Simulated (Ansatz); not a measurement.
MnSi53 (cell charge −1, with a compensating background) (cell with a defect)

MnSi53 (cell charge −1, with a compensating background) (cell with a defect), 54 atoms, a = 11.51 Å, b = 11.51 Å, c = 11.51 Å, α = 60.00°, β = 60.00°, γ = 60.00°.

Spin-polarised.

These are results of Ansatz 0.2.0, DFT, PBE, plane-wave PAW, default files, scalar-relativistic, not measurements.

Question: Predict the valence pseudo-density, electron localisation function and spin density between the atoms.

Answer: Si–Si (2.35 Å): ρ is about 0.56 e/Å³ halfway; the ELF peaks at about 0.95 between the atoms; a shared electron pair.
Mn–Si (2.35 Å): the density is about 0.54 e/Å³ at the midpoint; the ELF peaks at about 0.90 in the valence shell of Si, 0.9 Å from its nucleus, and is about 0.70 at the midpoint.
The spin density sits on Mn: +2.7 μB in one cell of 54 atoms: a single local moment. The cell of the calculation (54 atoms) carries 2.7 μB of net spin moment.

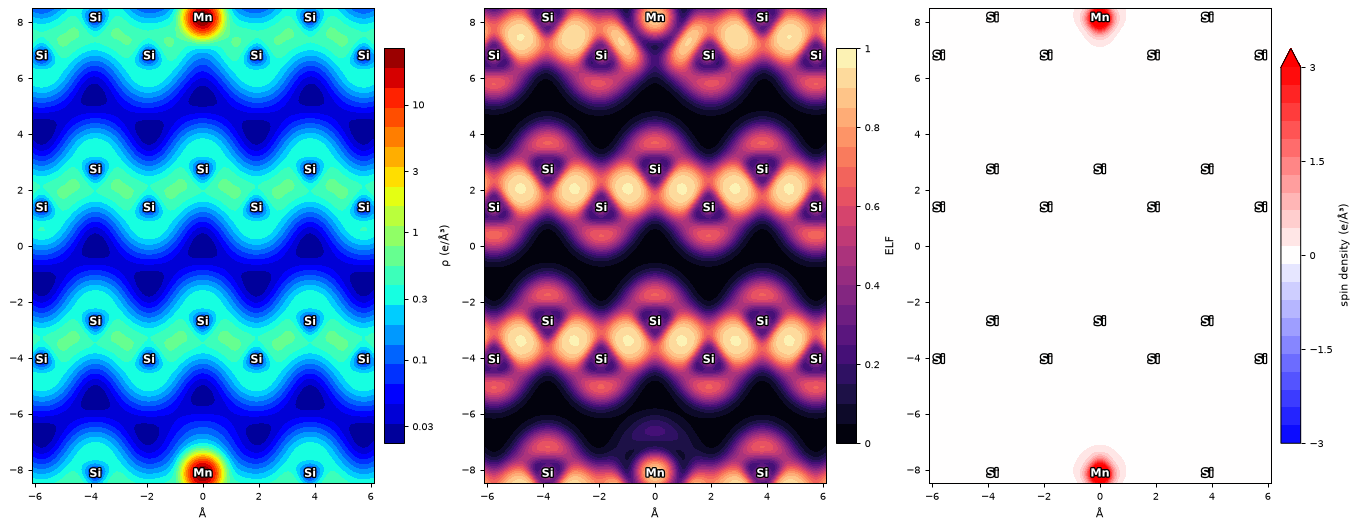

Computed valence pseudo-density, electron localisation function and spin density on the (101̄) plane of the calculation cell, in this order. 

The density is the valence pseudo-density of a PAW calculation; it isn't the true density close to the nuclei.
